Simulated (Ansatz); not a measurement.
## Zr: geometry relaxation

- system: Zr (1 atom in the cell)
- method: DFT PBEsol, scalar-relativistic, plane waves, PAW, no spin polarisation (Ansatz 0.2.0)

The structure was made by swapping elements on the sites of another compound; it need not be a known phase. It belongs to a series of runs on one base structure; here: Ti -> Zr on all its sites, cell and atoms relaxed.

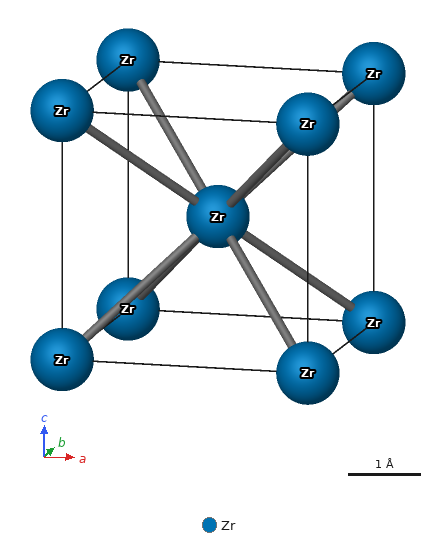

Fig. 1: The starting structure (ball-and-stick view of the cell 2 times as large as that of the calculation, set on its symmetry axes, seen slightly off an axis). An atom can appear more than once, as a periodic image.

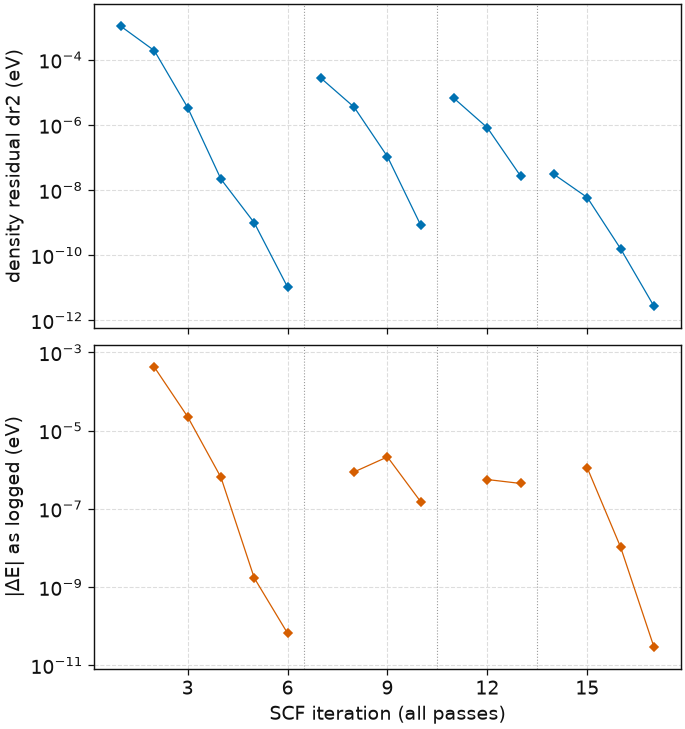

Fig. 2: Convergence of the self-consistent field: density residual dr2 and size of the energy change against the SCF iteration. The dotted lines part the SCF passes of the relaxation: geometry steps, rejected trials and re-solves on a re-selected basis. The passes take 6, 4, 3 and 4 iterations.

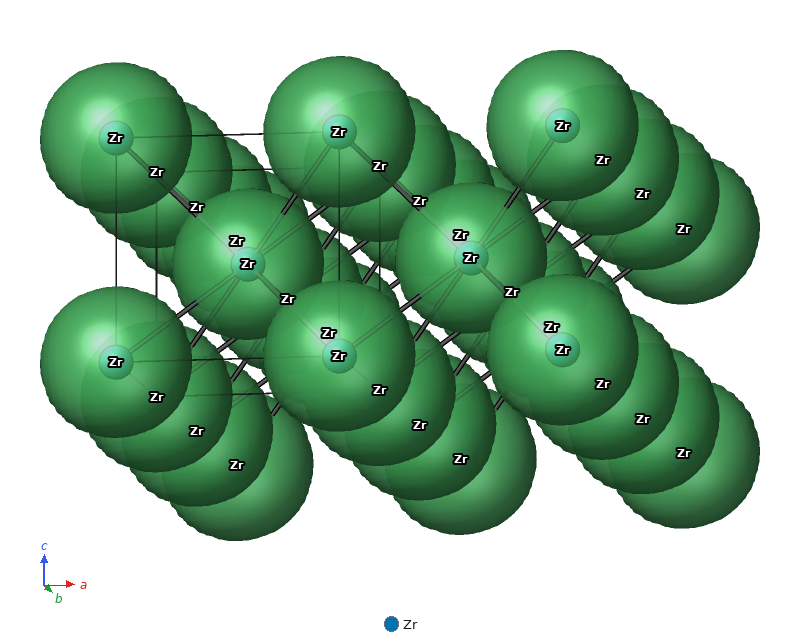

Fig. 3: Isosurface of the valence charge density (pseudo) at 0.3 e/Å³ (green), seen at an oblique angle. Sticks mark near contacts. The outline is the cell set on symmetry axes. At this value the density breaks into separate islands; it holds about 75 % of the electrons treated as valence (semicore included). It is pinched off along the Zr–Zr (3.05 Å) contacts. On the grid the lowest density along these lines, outside the cores, is 0.19 e/Å³ (Zr–Zr, 3.05 Å). The fields are those of the smooth PAW valence density.

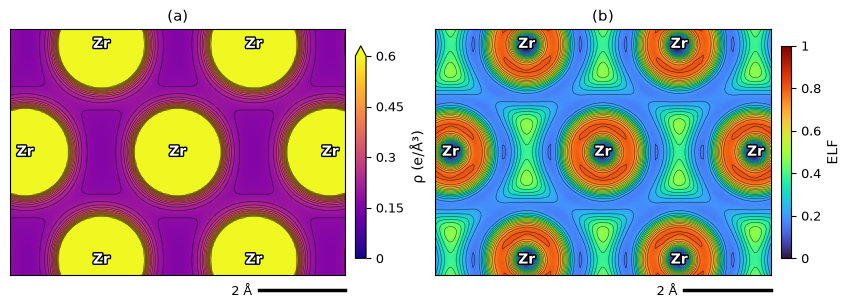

Fig. 4: (a) valence electron density; (b) ELF on the (101̄) plane of the conventional cell. Zr–Zr (3.05 Å): ρ is about 0.19 e/Å³ halfway; the ELF is about 0.20 at the midpoint; no shared electron pair. Away from the nuclei the density in this plane falls to 0.16 e/Å³ at its lowest. The strong features right at Zr lie inside the PAW spheres (semicore, d or f shells) and say nothing about bonding.

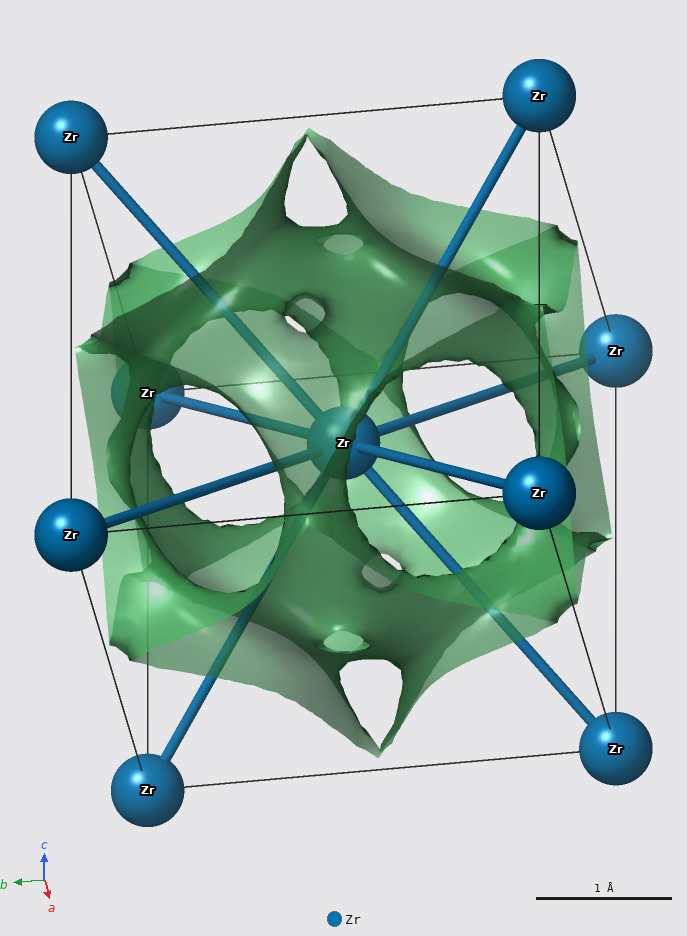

Fig. 5: Isosurface of the ELF at 0.4 (green), seen at an oblique angle. Core shells and regions of very low density are left out. Sticks mark near contacts. The outline is the cell set on symmetry axes. Profiles from the grid: Zr–Zr (3.05 Å): the ELF is about 0.20 at the midpoint (no shared electron pair).

These pictures come from the run below.

### Input
```yaml
crystal:
  lattice:
    - [-1.7673332993, 1.7673332993, 1.7673332993]
    - [1.7673332993, -1.7673332993, 1.7673332993]
    - [1.7673332993, 1.7673332993, -1.7673332993]
  atoms:
    - { symbol: Zr, position: [0.0, 0.0, 0.0] }
basis:
  ecutwfc: 420
kpoints:
  mp_grid: { grid: [16, 16, 16] }
hamiltonian:
  xc: pbesol
scf:
  occupations: { method: gaussian, width: 0.1 }
output:
  forces: true
  stress: true
  eigenvalues: true
  write_density: true
  write_potential: true
  elf: true
  volumetric_format: npy
relax:
  adjacent_minimum: "off"
  f_tol: 0.01
  max_steps: 60
  cell: { stress_tol: 0.1 }
```

Launch command:
```bash
ansatz run input.yaml --threads 1 --pin off --max-ram 2560MiB --backend cpu --events-out ev --progress --plain --runs-dir out
```

### The program's output
```
Engine: ansatz 0.2.0, aarch64-unknown-linux-gnu
Pseudopotentials: kind: paw
Pseudopotential: Zr, paw, valence charge 12, recommended cutoff 420 eV (normal), Zr.paw.azcp
Functional definition: PBEsol
  exchange = pbesol_x
  correlation = pbesol_c
Crystal: 1 atoms, lattice volume = 22.081 Å³
Basis set: ecut = 420 eV, 429 PW (Γ), exchange–correlation on 48×48×48 points (8 copies of the dense FFT grid, shifted against one another)
Bands: 10, of which v1, the nominal top of the filled ones, is band 6 counted from 1 (5 counted from 0)
Symmetry: 48 space group operations
Space group: Im-3m (ITA 229), of the structure as read, at distance tolerance 2.8e-5 Å
k-points: 145 of 4096
Non-local potential: Zr, projectors of the file, l = 0: 3, l = 1: 2, l = 2: 2, l = 3: 2
PAW form: soft (Blöchl's): semilocal exchange-correlation on the pseudo side does not see the compensation charge
PAW frozen core: Zr, regenerated for the run's functional, and the local potential with it (the file was generated under x = pbe(κ = 0.804, μ = 0.2195149727645171), c = pbe(β = 0.06672455060314922))
PAW one-centre angular grid: Zr, 590 points (default); XC on 64 Gauss nodes
Initial density: superposition of atomic densities (neutral atoms: chi_scale 0, normalization atom), corrected by the library's trained network
Initial wavefunctions: pseudopotential atomic-orbital guess
Functional: x = pbesol(κ = 0.804, μ = 0.12345679012345678), c = pbesol(β = 0.046)
SCF iter   1: F=—  HF=-4128.573931 eV  |F-HF|=—  |Δ(HF+E_count)|=         —  Δρ=3.11e-3  dr2=1.07e-3  ethr=1.77e-3  ⟨swp⟩=5.0  Hψ=8184  notcnv=0
preconditioner: auto → none  [metal: Δε(μ)=0.014 eV  Ē_g=5.195 eV  σ=0.100 eV  W_gap=0.08  n_scr=0 (ndim 8)  ℏωp=15.8 eV  f_vac=0.000  D(μ)=1.84/eV (n_scr^D=18)]
SCF iter   2: F=—  HF=-4128.573510 eV  |F-HF|=—  |Δ(HF+E_count)|=   4.21e-4  Δρ=1.39e-3  dr2=1.93e-4  ethr=8.90e-6  ⟨swp⟩=2.3  Hψ=3264  notcnv=0
SCF iter   3: F=—  HF=-4128.573532 eV  |F-HF|=—  |Δ(HF+E_count)|=   2.27e-5  Δρ=1.79e-4  dr2=3.45e-6  ethr=1.60e-6  ⟨swp⟩=1.0  Hψ=1437  notcnv=0
SCF iter   4: F=—  HF=-4128.573533 eV  |F-HF|=—  |Δ(HF+E_count)|=   6.39e-7  Δρ=1.35e-5  dr2=2.18e-8  ethr=2.88e-8  ⟨swp⟩=2.0  Hψ=2308  notcnv=0
iter 5 did not close the SCF: its close was put off for the readings that it lacked (scf_convergence_deferred on its scf_iter line)
SCF iter   5: F=-4128.573533 eV  HF=-4128.573533 eV  |F-HF|=1.54e-10  |Δ(HF+E_count)|=   1.72e-9  Δρ=3.67e-6  dr2=9.95e-10  ethr=1.82e-10  ⟨swp⟩=1.0  Hψ=1437  notcnv=0
SCF iter   6: F=-4128.573533 eV  HF=-4128.573533 eV  |F-HF|=3.64e-12  |Δ(HF+E_count)|=  6.64e-11  Δρ=3.45e-7  dr2=1.05e-11  ethr=8.29e-12  ⟨swp⟩=4.2  Hψ=7106  notcnv=0
SCF 1 converged in 6 iterations: F = -4128.573533 eV  dr2 = 1.05e-11
  greatest PAW one-centre occupation: 0.997 electrons in one spin orbital (limit 2), on the Zr atom at site 0 (counted from 0), in its partial waves of l = 0
relax step   1: F+E_penalty+E_count = -4128.57353309 eV  Δ(F+E_penalty+E_count) = +0.000e0 eV  max|allowed force component| = 0.000e0 eV/Å  Δτ_max = 0.0000 Å  P = -1.060 GPa  Ω = 22.081 Å³  (6 SCF iters, accepted)
Crystal: 1 atoms, lattice volume = 21.606 Å³
Initial density: handed on by an earlier stage of this run
Initial wavefunctions: those handed on with the density
iter 1 solved again at ethr=2.64e-7 eV; its pass at ethr=3.10e-3 eV (dr2=3.17e-5 eV) is discarded
SCF iter   1: F=—  HF=-4128.573781 eV  |F-HF|=—  |Δ(HF+E_count)|=         —  Δρ=5.09e-4  dr2=2.77e-5  ethr=2.64e-7  ⟨swp⟩=2.0  Hψ=10365  notcnv=0
preconditioner: auto → none  [metal: Δε(μ)=0.005 eV  Ē_g=5.308 eV  σ=0.100 eV  W_gap=0.03  n_scr=0 (ndim 8)  ℏωp=16.0 eV  f_vac=0.000  D(μ)=1.76/eV (n_scr^D=18)]
SCF iter   2: F=—  HF=-4128.573780 eV  |F-HF|=—  |Δ(HF+E_count)|=   8.84e-7  Δρ=1.87e-4  dr2=3.54e-6  ethr=2.31e-7  ⟨swp⟩=2.8  Hψ=2339  notcnv=0
SCF iter   3: F=—  HF=-4128.573782 eV  |F-HF|=—  |Δ(HF+E_count)|=   2.14e-6  Δρ=3.54e-5  dr2=1.07e-7  ethr=2.95e-8  ⟨swp⟩=1.5  Hψ=1669  notcnv=0
SCF iter   4: F=-4128.573782 eV  HF=-4128.573782 eV  |F-HF|=1.18e-9  |Δ(HF+E_count)|=   1.52e-7  Δρ=4.01e-6  dr2=8.33e-10  ethr=8.33e-10  ⟨swp⟩=6.9  Hψ=6739  notcnv=0
SCF 2 converged in 4 iterations: F = -4128.573782 eV  dr2 = 8.33e-10
relax step   2: F+E_penalty+E_count = -4128.57378219 eV  Δ(F+E_penalty+E_count) = -2.491e-4 eV  max|allowed force component| = 0.000e0 eV/Å  Δτ_max = 0.0000 Å  P = +0.948 GPa  Ω = 21.606 Å³  energy of the carried Pulay correction = +4.176e-5 eV  (4 SCF iters, dr2 threshold 1.00e-7 eV, accepted)
Crystal: 1 atoms, lattice volume = 21.828 Å³
iter 1 solved again at ethr=6.00e-8 eV; its pass at ethr=3.10e-3 eV (dr2=7.20e-6 eV) is discarded
SCF iter   1: F=—  HF=-4128.574407 eV  |F-HF|=—  |Δ(HF+E_count)|=         —  Δρ=2.45e-4  dr2=6.60e-6  ethr=6.00e-8  ⟨swp⟩=2.0  Hψ=10174  notcnv=0
preconditioner: auto → none  [metal: Δε(μ)=0.015 eV  Ē_g=5.252 eV  σ=0.100 eV  W_gap=0.08  n_scr=0 (ndim 8)  ℏωp=15.9 eV  f_vac=0.000  D(μ)=1.80/eV (n_scr^D=18)]
SCF iter   2: F=—  HF=-4128.574407 eV  |F-HF|=—  |Δ(HF+E_count)|=   5.64e-7  Δρ=8.91e-5  dr2=8.27e-7  ethr=5.50e-8  ⟨swp⟩=2.8  Hψ=2335  notcnv=0
SCF iter   3: F=-4128.574407 eV  HF=-4128.574407 eV  |F-HF|=3.34e-8  |Δ(HF+E_count)|=   4.48e-7  Δρ=1.73e-5  dr2=2.69e-8  ethr=8.33e-10  ⟨swp⟩=5.9  Hψ=7418  notcnv=0
SCF 3 converged in 3 iterations: F = -4128.574407 eV  dr2 = 2.69e-8
relax step   3: F+E_penalty+E_count = -4128.57440723 eV  Δ(F+E_penalty+E_count) = -6.250e-4 eV  max|allowed force component| = 0.000e0 eV/Å  Δτ_max = 0.0000 Å  P = -0.010 GPa  Ω = 21.828 Å³  energy of the carried Pulay correction = +2.216e-5 eV  (3 SCF iters, dr2 threshold 1.00e-7 eV, accepted)
Initial wavefunctions: pseudopotential atomic-orbital guess (no wavefunctions were taken with the density)
iter 1 solved again at ethr=2.36e-8 eV; its pass at ethr=3.10e-3 eV (dr2=2.83e-6 eV) is discarded
SCF iter   1: F=—  HF=-4128.574386 eV  |F-HF|=—  |Δ(HF+E_count)|=         —  Δρ=1.91e-5  dr2=3.06e-8  ethr=2.36e-8  ⟨swp⟩=3.3  Hψ=12610  notcnv=0
preconditioner: auto → none  [metal: Δε(μ)=0.015 eV  Ē_g=5.253 eV  σ=0.100 eV  W_gap=0.08  n_scr=0 (ndim 8)  ℏωp=15.9 eV  f_vac=0.000  D(μ)=1.80/eV (n_scr^D=18)]
SCF iter   2: F=—  HF=-4128.574385 eV  |F-HF|=—  |Δ(HF+E_count)|=   1.12e-6  Δρ=8.30e-6  dr2=5.94e-9  ethr=2.55e-10  ⟨swp⟩=2.5  Hψ=2319  notcnv=0
SCF iter   3: F=—  HF=-4128.574385 eV  |F-HF|=—  |Δ(HF+E_count)|=   1.06e-8  Δρ=9.66e-7  dr2=1.59e-10  ethr=4.95e-11  ⟨swp⟩=3.0  Hψ=2180  notcnv=0
SCF iter   4: F=-4128.574385 eV  HF=-4128.574385 eV  |F-HF|=1.82e-12  |Δ(HF+E_count)|=  3.00e-11  Δρ=2.26e-7  dr2=2.75e-12  ethr=1.00e-12  ⟨swp⟩=5.2  Hψ=5512  notcnv=0
SCF 4 converged in 4 iterations: F = -4128.574385 eV  dr2 = 2.75e-12
relax step   4: F+E_penalty+E_count = -4128.57438516 eV  Δ(F+E_penalty+E_count) = +2.207e-5 eV  max|allowed force component| = 0.000e0 eV/Å  Δτ_max = 0.0000 Å  P = -0.010 GPa  Ω = 21.828 Å³  stress off target by 1.02e-2 GPa  SCF on the basis re-selected at this cell (its energy is not comparable with the rows above)  (4 SCF iters)
basis re-selected at this cell: Δ(F+E_penalty+E_count) = +2.207e-5 eV, ΔP = +0.000 GPa vs the last step (what re-selecting the basis moved, of the pressure what is left beyond the Pulay correction that the steps carried, after the strain that the cell walked since its last selection, with what the two solves' SCF thresholds leave and, on support functions, any second-order correction that the steps lacked; it is no measure of the basis error at this ecutwfc). This SCF's stress stands 1.02e-2 GPa from its target on what of the cell is left free (relax.cell.stress_tol is 1.00e-1 GPa) and its largest allowed force component is 0.00e0 eV/Å (relax.f_tol is 1.00e-2 eV/Å): within both
SCF converged after 4 iterations
Free energy (F): -4128.574385 eV
Harris-Foulkes:  -4128.574385 eV  (|F-HF|=1.82e-12)
Internal energy: -4128.565388 eV  (E = F + TS)
E sigma→0 (E₀):  -4128.569887 eV
Entropy (-TS):   -0.008997 eV (-8.997 meV/atom)
Fermi energy:    14.638758 eV
--- Per-component energies (eV) ---
  E_band       = -83.636816
  E_kinetic    = 334.347182
  E_local      = -598.358521  (includes V_loc(G=0)·N_el)
  E_nonlocal   = 82.856437
  E_hartree    = 185.159085
  E_xc         = -160.702844
  E_vxc        = -190.696581  (∫ρ·V_xc dr)
  E_paw        = -2900.474754  (= ΣΔE_a)
  E_vpaw       = -82.103548  (= ΣTr[D̂ρ^β])
  E_aug_tail   = 0.000023  (compensation charges beyond the density's cutoff)
  E_ewald      = -1071.557717
  E_core_change = 0.165720  (= ΣΔE_core)
  E_smearing   = -0.008997  (= −TS)
  E_closure    = 0.000000  (closes the sum)
  Σ components = -4128.574385   (vs F -4128.574385, Δ=0.00e0)
--- Forces (eV/Å), atoms counted from 1 ---
  atom   1  Zr     0.00000000     0.00000000    -0.00000000
  max |Σ_I F_I| component: 2.26e-32 eV/Å
--- Stress (GPa, compression-positive) ---
       -0.010153      -0.000000      -0.000000
        0.000000      -0.010153      -0.000000
       -0.000000       0.000000      -0.010153
  P = ⅓ Tr σ = -0.0102 GPa (-0.102 kbar)
--- Band table (eV; the first three rows and the last of 145) ---
  k-point 0: bands = ["-33.6060", "-11.0405", "-11.0405", "-11.0405", "9.1757", "15.7977", "15.7977", "15.7977", "18.4625", "18.4625"]
  k-point 1: bands = ["-33.5986", "-11.0898", "-11.0553", "-11.0409", "9.3199", "15.6992", "15.7662", "15.9379", "18.3038", "18.4598"]
  k-point 2: bands = ["-33.5773", "-11.2285", "-11.0972", "-11.0421", "9.7308", "15.4348", "15.6301", "16.3527", "18.0095", "18.4635"]
  k-point 144: bands = ["-33.2666", "-11.8545", "-11.8545", "-11.8545", "11.8381", "11.8381", "20.7405", "20.7405", "20.7405", "22.5282"]
--- Relaxed structure (3 steps of the walk, 3 accepted, 1 SCFs on fresh bases) ---
  F+E_penalty+E_count = -4128.57438516 eV   max|allowed force component| = 0.000e0 eV/Å   (the final SCF, on the basis selected at the relaxed cell)
  cell:  # Å, volume = 21.8276 Å³
    - [-1.7605511521448711, 1.7605511521448711, 1.7605511521448711]
    - [1.7605511521448711, -1.7605511521448711, 1.7605511521448711]
    - [1.7605511521448711, 1.7605511521448711, -1.7605511521448711]
  atoms:
    - { symbol: Zr, position: [0.0, 0.0, 0.0] }
```

### Trajectory as extended XYZ (Å, eV, eV/Å), 4 frames, from step=1 to step=4
```
1
Lattice="-1.7673 1.7673 1.7673 1.7673 -1.7673 1.7673 1.7673 1.7673 -1.7673" Properties=species:S:1:pos:R:3:forces:R:3 step=1 energy=-4128.57353 pressure_GPa=-1.06
Zr    0.0000    0.0000    0.0000    0.0000   0.0000   0.0000
1
Lattice="-1.7546 1.7546 1.7546 1.7546 -1.7546 1.7546 1.7546 1.7546 -1.7546" Properties=species:S:1:pos:R:3:forces:R:3 step=2 energy=-4128.57378 pressure_GPa=0.95
Zr    0.0000    0.0000    0.0000    0.0000   0.0000   0.0000
1
Lattice="-1.7606 1.7606 1.7606 1.7606 -1.7606 1.7606 1.7606 1.7606 -1.7606" Properties=species:S:1:pos:R:3:forces:R:3 step=3 energy=-4128.57441 pressure_GPa=-0.01
Zr    0.0000    0.0000    0.0000    0.0000   0.0000   0.0000
1
Lattice="-1.7606 1.7606 1.7606 1.7606 -1.7606 1.7606 1.7606 1.7606 -1.7606" Properties=species:S:1:pos:R:3:forces:R:3 step=4 energy=-4128.57438 pressure_GPa=-0.01
Zr    0.0000    0.0000    0.0000    0.0000   0.0000   0.0000
```

### Key numbers

| quantity | value |
| --- | --- |
| outcome | converged |
| space group (tolerance 0.01 Å) | Im-3m (229) |
| electrons treated | 12 |
| free energy | −4128.5744 eV |
| Fermi energy | 14.639 eV |
| gap on the k-point mesh | none (metallic) |
| pressure | −0.01 GPa |
| final volume | 21.83 Å³ |
| largest force (length of the vector) at the end | under 0.001 eV/Å |
| final cell | a = 3.049 Å, b = 3.049 Å, c = 3.049 Å, α = 109.47°, β = 109.47°, γ = 109.47° |
| hardware | 1 thread of Arm Neoverse V2, 24 GiB of memory available, shared host |
| wall time | 7.1 s |
| peak memory | 0.32 GiB |
